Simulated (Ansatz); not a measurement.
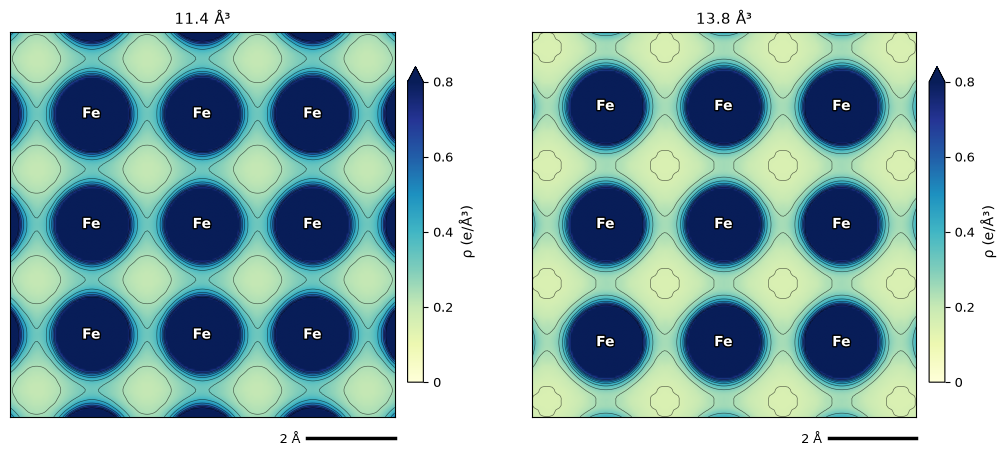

Fe. The valence pseudo-density of cells scaled evenly to different volumes (given per atom above each panel), on the (110) plane of each (indices in the axes of the cell below), at one length scale and on one colour scale.

A generated structure, not necessarily the stable one; spin-polarised.

The calculation used DFT, revPBE, plane waves (420 eV) with PAW, scalar-relativistic in Ansatz.

The density is the valence pseudo-density of a PAW calculation; it isn't the true density close to the nuclei.

The largest cell:

```yaml
crystal:
  lattice:
    - [0.00000, 1.90530, 1.90530]
    - [1.90530, 0.00000, 1.90530]
    - [1.90530, 1.90530, 0.00000]
  atoms:
    - { symbol: Fe, position: [0.00000, 0.00000, 0.00000] }
```

| volume (Å³/atom) | Fe–Fe contact in the plane (Å) | ρ at its midpoint (e/Å³) | largest moment (μB) | 
| --- | --- | --- | --- |
| 11.36 | 2.523 | 0.328 | 2.51 | 
| 12.35 | 2.595 | ? | ? | 
| 13.83 | 2.695 | 0.245 | 2.82 | 

Q: Estimate the missing row, and compare with the calculation.

A: Over the known rows ln ρ falls by 1.70 per Å of Fe–Fe distance (the line through the two), which gives 0.290 e/Å³ at 2.595 Å; the calculation gives 0.286 e/Å³. For the largest moment, a straight line in volume between the neighbouring rows gives 2.63 μB; the calculation gives 2.69.
